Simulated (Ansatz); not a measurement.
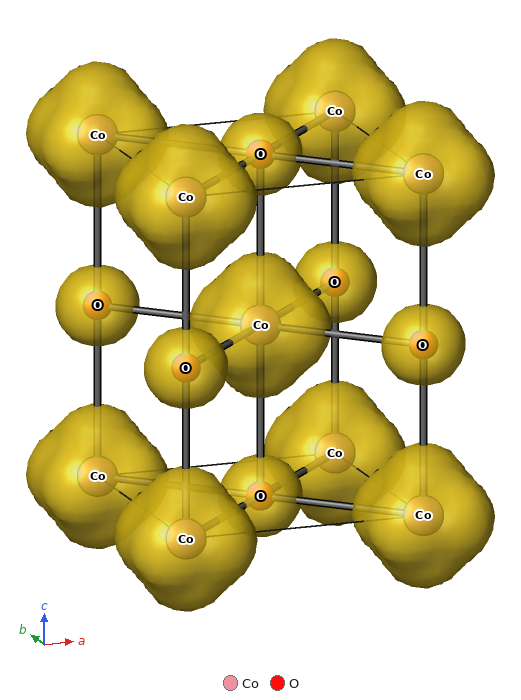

The picture shows: CoO. Isosurfaces of the spin density (up minus down) at +0.2 (yellow) and −0.2 e/Å³ (cyan), seen slightly off an axis. Sticks mark near contacts.

Space group I4/mmm; spin-polarised.

Computed with Kohn-Sham DFT of a periodic cell, PBE, Ansatz PAW (Ansatz).

In a PAW calculation such maps are meaningful between the atoms, not at the nuclei.

```yaml
crystal:
  lattice:
    - [3.01600, 0.00000, 0.00000]
    - [0.00000, 3.01600, 0.00000]
    - [0.00000, 0.00000, 4.21450]
  atoms:
    - { symbol: Co, position: [0.00000, 0.00000, 0.00000] }
    - { symbol: Co, position: [0.50000, 0.50000, 0.50000] }
    - { symbol: O, position: [0.00000, 0.00000, 0.50000] }
    - { symbol: O, position: [0.50000, 0.50000, 0.00000] }
```

> Describe the spin distribution.

The spin density sits on Co: +2.5 μB (×2) in one cell of 4 atoms, with smaller moments on other sites: O (up to +0.32 μB): parallel moments (a ferromagnetic arrangement) in this solution. The cell of the calculation (2 atoms) carries 2.9 μB of net spin moment. Only one sign reaches the isovalue.
